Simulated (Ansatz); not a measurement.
A periodic structure is given below.

```yaml
crystal:
  lattice:
    - [4.27047, 0.00000, 0.00000]
    - [0.00000, 4.27047, 0.00000]
    - [0.00000, 0.00000, 4.27047]
  atoms:
    - { symbol: Ga, position: [0.00000, 0.00000, 0.00000] }
    - { symbol: N, position: [0.50000, 0.00000, 0.00000] }
    - { symbol: Ga, position: [0.00000, 0.50000, 0.50000] }
    - { symbol: N, position: [0.50000, 0.50000, 0.50000] }
    - { symbol: Ga, position: [0.50000, 0.00000, 0.50000] }
    - { symbol: N, position: [0.00000, 0.00000, 0.50000] }
    - { symbol: Ga, position: [0.50000, 0.50000, 0.00000] }
    - { symbol: N, position: [0.00000, 0.50000, 0.00000] }
```

> What crystal do these data define?

This is GaN. The lattice is face-centred cubic and the space group Fm-3m (No. 225). Among the common structure types it is rock salt (NaCl type). In the cell are 4 Ga, 4 N, which makes 4 formula units. The coordination shell of Ga holds six N in an octahedral arrangement at 2.14 Å. N is coordinated by six Ga in an octahedral arrangement at 2.14 Å. The bonds build a three-dimensional framework.

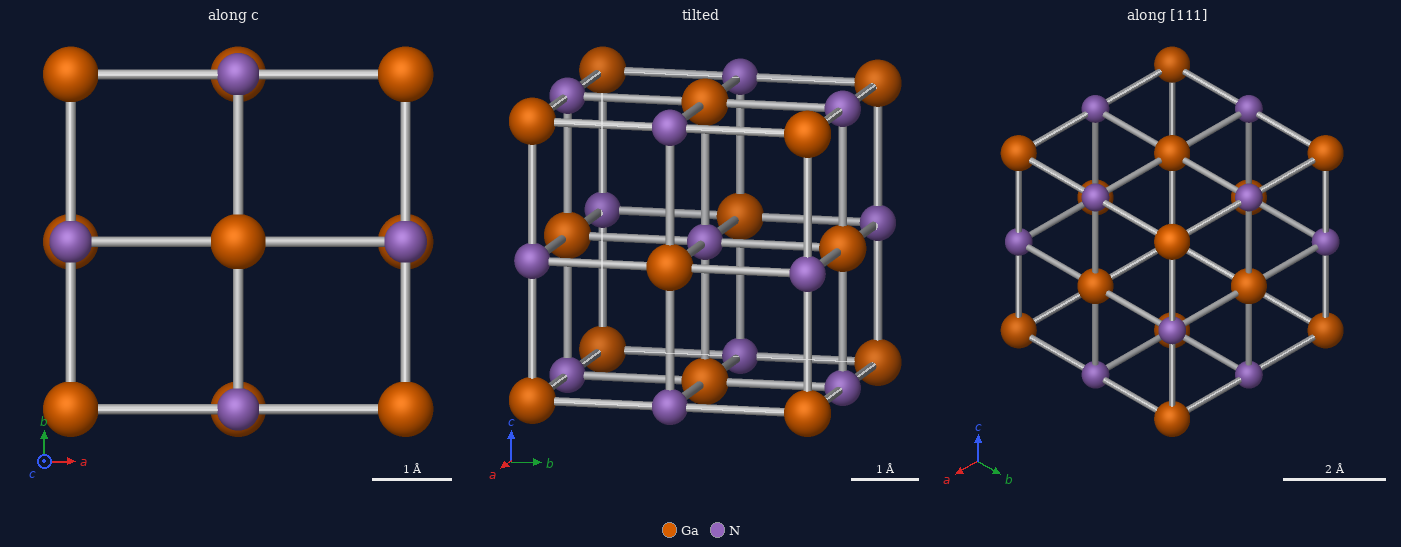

An orthographic ball-and-stick view of the structure, along the c axis, slightly off an axis and along [111]. The wireframe shows the conventional unit cell.

The cell started as a structure listed in the Materials Project. Earlier steps of the study may have refined or changed the cell and positions. It was run through Ansatz as a DFT input.

At this level of theory the cell isn't at rest (stretched, at -8 GPa), so its distances can differ from those at equilibrium, the more so the softer the solid.
